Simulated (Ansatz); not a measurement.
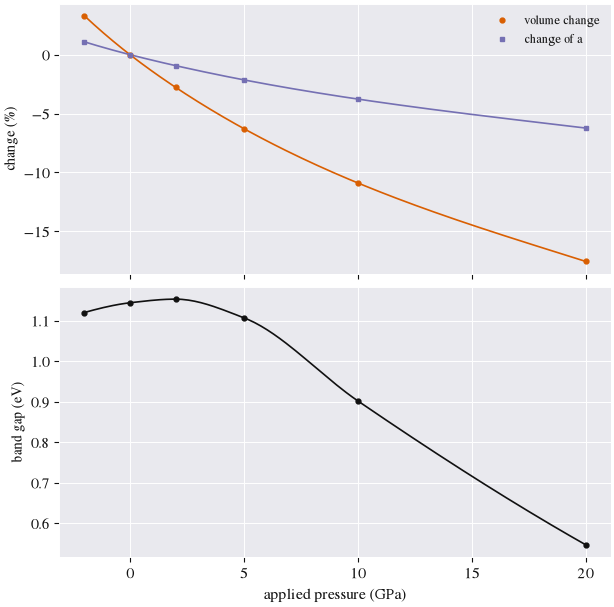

The plot gives the computed volume change, band gap and change of a against applied pressure for ZnSe₂, space group Pa-3 (No. 205).

Starting cell:
```cif
data_structure
_symmetry_space_group_name_H-M 'P 1'
_symmetry_Int_Tables_number 1
_cell_length_a 6.3070
_cell_length_b 6.3070
_cell_length_c 6.3070
_cell_angle_alpha 90.000
_cell_angle_beta 90.000
_cell_angle_gamma 90.000
_cell_volume 250.88
loop_
_atom_site_label
_atom_site_type_symbol
_atom_site_fract_x
_atom_site_fract_y
_atom_site_fract_z
_atom_site_occupancy
Zn1 Zn 0.50000 0.50000 0.00000 1
Zn2 Zn 0.50000 0.00000 0.50000 1
Zn3 Zn 0.00000 0.50000 0.50000 1
Zn4 Zn 0.00000 0.00000 0.00000 1
Se1 Se 0.10830 0.89170 0.39170 1
Se2 Se 0.89170 0.39170 0.10830 1
Se3 Se 0.39170 0.10830 0.89170 1
Se4 Se 0.60830 0.60830 0.60830 1
Se5 Se 0.89170 0.10830 0.60830 1
Se6 Se 0.10830 0.60830 0.89170 1
Se7 Se 0.60830 0.89170 0.10830 1
Se8 Se 0.39170 0.39170 0.39170 1
```

Computed with Ansatz 0.2.0: volume, enthalpy and cell of a crystal along a series of hydrostatic pressures at zero temperature, keeping its symmetry; changes are against the given cell; the k mesh follows the cell and the gap; plane waves with PAW datasets, Γ-centred k mesh. Level: r2SCAN, no spin polarisation.

wave cutoff 500 eV; occupations Gaussian; k mesh at zero pressure 4×4×4; smearing width at zero pressure 0.02 eV.

The change of b equals the change of a; the change of c equals the change of a.

What does the volume change do across the range?

Answer. It falls from 3.30 % at applied pressure −2 GPa to −17.55 % at 20 GPa.

How does the band gap respond?

Answer. It stays open and runs from 1.120 eV at applied pressure −2 GPa to 0.547 eV at 20 GPa, with its largest value, 1.153 eV, at 2 GPa.

Note: a crossing between the sampled k points may be missed.

The computed values:

```tsv
applied pressure (GPa)	volume change (%)	band gap (eV)	change of a (%)
-2	3.30	1.120	1.09
0	0.00	1.144	0.00
2	-2.77	1.153	-0.93
5	-6.28	1.107	-2.14
10	-10.89	0.902	-3.77
20	-17.55	0.547	-6.23
```
